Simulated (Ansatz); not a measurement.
# TiAl: 6 runs along one coordinate

System: TiAl (P3m1, 2 atoms in the cell).
Method: DFT PBE, scalar-relativistic, plane waves, PAW, no spin polarisation (Ansatz 0.2.0).

The 6 runs differ only in the geometry, by an even scaling of the cell at fixed fractional positions. The structure derives from a Materials Project entry.

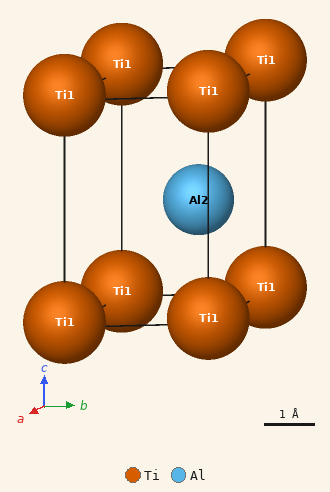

Figure 1. The structure of run 4 (spheres-only view of the cell of the calculation, seen slightly off an axis; atoms are numbered from 1 in the order of the input).

### Input of run 4
```yaml
crystal:
  lattice:
    - [2.9050249394, 0.0, 0.0]
    - [-1.4525124697, 2.5158253962, 0.0]
    - [0.0, 0.0, 4.6871662066]
  atoms:
    - { symbol: Ti, position: [0.0, 0.0, 0.0225539627] }
    - { symbol: Al, position: [0.3333333333, 0.6666666667, 0.4599878068] }
basis:
  ecutwfc: 520.0
kpoints:
  mp_grid: { grid: [18, 18, 10] }
hamiltonian:
  xc: pbe
scf:
  occupations: { method: gaussian, width: 0.15 }
output:
  forces: true
  stress: true
  eigenvalues: true
```

Command:
```bash
ansatz run input.yaml --threads 1 --pin off --max-ram 2048MiB --backend cpu --events-out ev --progress --plain --runs-dir out
```

Run 3 differs from it as follows:
```diff
-    - [2.9050249394, 0.0, 0.0]
-    - [-1.4525124697, 2.5158253962, 0.0]
-    - [0.0, 0.0, 4.6871662066]
+    - [2.8811117122, 0.0, 0.0]
+    - [-1.4405558561, 2.4951159339, 0.0]
+    - [0.0, 0.0, 4.648582968]
```

### Results, with one run withheld

| run | volume per atom (Å³) | free energy per atom, from the lowest run given (meV) | pressure (GPa) |
| --- | --- | --- | --- |
| 1 | 15.487 | 75.16 | 14.18 |
| 2 | 15.885 | 44.50 | 10.52 |
| 3 | 16.709 | ? | ? |
| 4 | 17.128 | 0.33 | 1.40 |
| 5 | 17.560 | 0.00 | −1.10 |
| 6 | 17.993 | 6.05 | −3.32 |

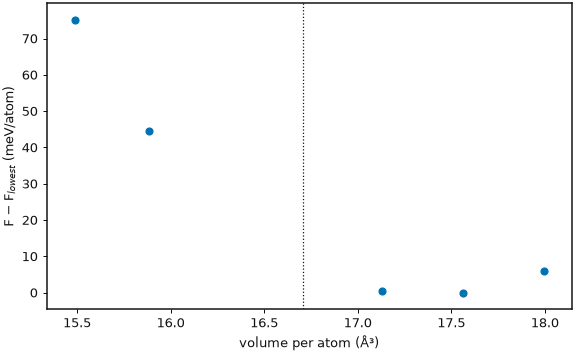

Figure 2. Free energy per atom of the runs given; the dotted line marks run 3.

Fit the runs given and predict run 3.

A cubic polynomial in V^(−2/3) (the Birch–Murnaghan form), fitted to the 5 runs given, misses them by at most 0.01 meV per atom. With x = V^(−2/3) − 0.15267 Å⁻², it reads F = 6.1208 + 3850.9 x + 5.4414e+05 x² − 2.4799e+05 x³ (meV per atom). At run 3 it gives 7.46 meV per atom, and the run itself gives 7.49. The slope of the fit gives a pressure −dF/dV of 4.12 GPa there, and the run prints 4.13 GPa. The fit has its minimum at 17.362 Å³ per atom, where V d²F/dV² gives 99.8 GPa. Cell shape and fractional positions are held, so this is the stiffness under even scaling; the relaxed bulk modulus wasn't computed.

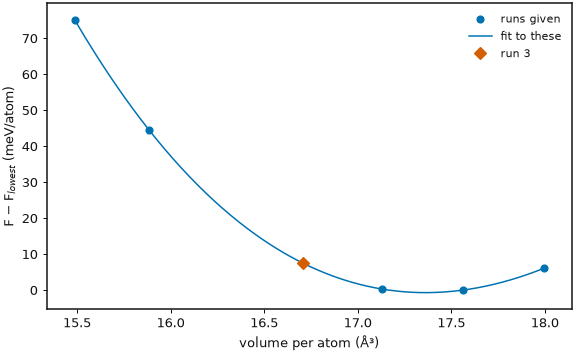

Figure 3. The fit and the withheld run.

### Output, shortened to warnings, some set-up lines, iterations and results (run 3)
```
Basis set: ecut = 520 eV, 917 PW (Γ), exchange–correlation on 48×48×72 points (8 copies of the dense FFT grid, shifted against one another)
Symmetry: 6 space group operations
k-points: 330 of 3240 (time reversal used)
Initial density: superposition of atomic densities (neutral atoms: chi_scale 0, normalization atom), corrected by the library's trained network
[...]
SCF iter   1: F=—  HF=-3037.379871 eV  |F-HF|=—  |Δ(HF+E_count)|=         —  Δρ=5.24e-3  dr2=1.85e-2  ethr=1.77e-3  ⟨swp⟩=5.0  Hψ=19938  notcnv=0
SCF iter   2: F=—  HF=-3037.378580 eV  |F-HF|=—  |Δ(HF+E_count)|=   1.29e-3  Δρ=3.84e-3  dr2=1.08e-2  ethr=1.23e-4  ⟨swp⟩=1.0  Hψ=6600  notcnv=0
SCF iter   3: F=—  HF=-3037.376968 eV  |F-HF|=—  |Δ(HF+E_count)|=   1.61e-3  Δρ=7.00e-4  dr2=3.70e-4  ethr=7.23e-5  ⟨swp⟩=1.9  Hψ=4387  notcnv=0
SCF iter   4: F=—  HF=-3037.376902 eV  |F-HF|=—  |Δ(HF+E_count)|=   6.57e-5  Δρ=3.26e-4  dr2=6.32e-5  ethr=2.47e-6  ⟨swp⟩=2.0  Hψ=5115  notcnv=0
SCF iter   5: F=—  HF=-3037.376894 eV  |F-HF|=—  |Δ(HF+E_count)|=   8.05e-6  Δρ=1.18e-4  dr2=3.92e-6  ethr=4.21e-7  ⟨swp⟩=2.0  Hψ=4825  notcnv=0
SCF iter   6: F=—  HF=-3037.376894 eV  |F-HF|=—  |Δ(HF+E_count)|=   8.86e-8  Δρ=2.77e-5  dr2=2.45e-7  ethr=2.61e-8  ⟨swp⟩=2.3  Hψ=6087  notcnv=0
SCF iter   7: F=-3037.376894 eV  HF=-3037.376894 eV  |F-HF|=2.24e-10  |Δ(HF+E_count)|=   2.29e-8  Δρ=5.17e-6  dr2=5.06e-9  ethr=6.67e-10  ⟨swp⟩=4.4  Hψ=11729  notcnv=0
SCF 1 converged in 7 iterations: F = -3037.376894 eV  dr2 = 5.06e-9
SCF converged after 7 iterations
Free energy (F): -3037.376894 eV
Harris-Foulkes:  -3037.376894 eV  (|F-HF|=2.24e-10)
Internal energy: -3037.346137 eV  (E = F + TS)
E sigma→0 (E₀):  -3037.361515 eV
Entropy (-TS):   -0.030757 eV (-15.379 meV/atom)
Fermi energy:    10.381468 eV
--- Per-component energies (eV) ---
  E_band       = -170.755353
  E_kinetic    = 296.463136
  E_local      = -1167.564267  (includes V_loc(G=0)·N_el)
  E_nonlocal   = 18.961481
  E_hartree    = 503.955760
  E_xc         = -137.661535
  E_vxc        = -151.491771  (∫ρ·V_xc dr)
  E_paw        = -1515.360796  (= ΣΔE_a)
  E_vpaw       = -175.035853  (= ΣTr[D̂ρ^β])
  E_aug_tail   = 0.000052  (compensation charges beyond the density's cutoff)
  E_ewald      = -1036.139967
  E_smearing   = -0.030757  (= −TS)
  E_closure    = 0.000000  (closes the sum)
  Σ components = -3037.376894   (vs F -3037.376894, Δ=0.00e0)
--- Forces (eV/Å), atoms counted from 1 ---
  atom   1  Ti    -0.00000000     0.00000000    -2.21171680
  atom   2  Al     0.00000000    -0.00000000     2.21174964
  max |Σ_I F_I| component: 3.28e-5 eV/Å
--- Stress (GPa, compression-positive) ---
        2.819004       0.000000       0.000000
        0.000000       2.819004      -0.000000
        0.000000       0.000000       6.749293
  P = ⅓ Tr σ = 4.1291 GPa (41.291 kbar)
```
